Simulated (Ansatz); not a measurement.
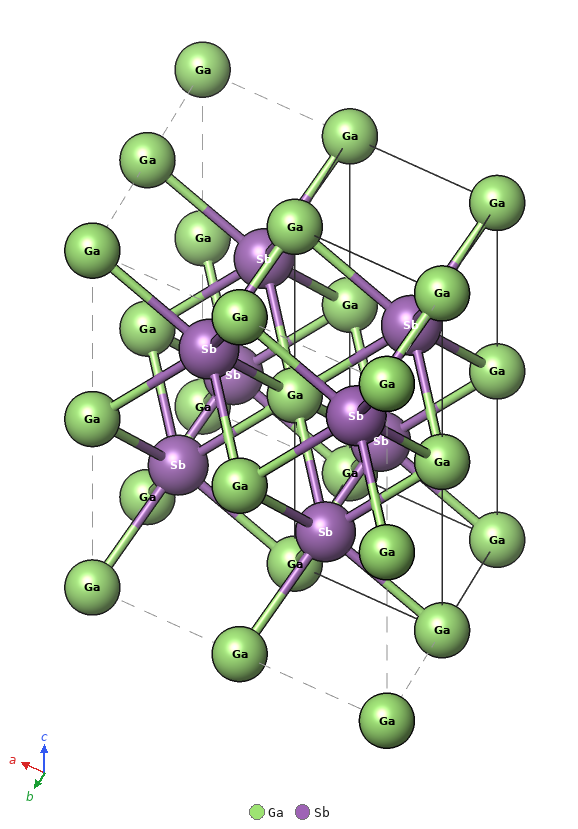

View from a general direction, drawn as a ball-and-stick model. The solid box is one conventional unit cell, and 2×2×1 cells are shown.

GaSb, space group P6_3/mmc (No. 194), a = 3.98 Å, b = 3.98 Å, c = 7.16 Å, α = 90.00°, β = 90.00°, γ = 120.00°.

The numbers come from Ansatz, DFT PBE, scalar-relativistic, plane waves, PAW, using plane-wave cutoff 420 eV, a 15×15×8 k-point grid, Gaussian smearing of 0.1 eV, no spin polarisation.

> What is the electronic character?

A metal: bands cross the Fermi level.

> Under what pressure is the structure?

The computed pressure is 0.0 GPa, close to zero.

Starting structure: a structure type filled with these elements by a generator (whether the compound takes this form wasn't checked). Earlier steps of the study may have refined or changed the cell and positions. It was run through Ansatz as a DFT input.
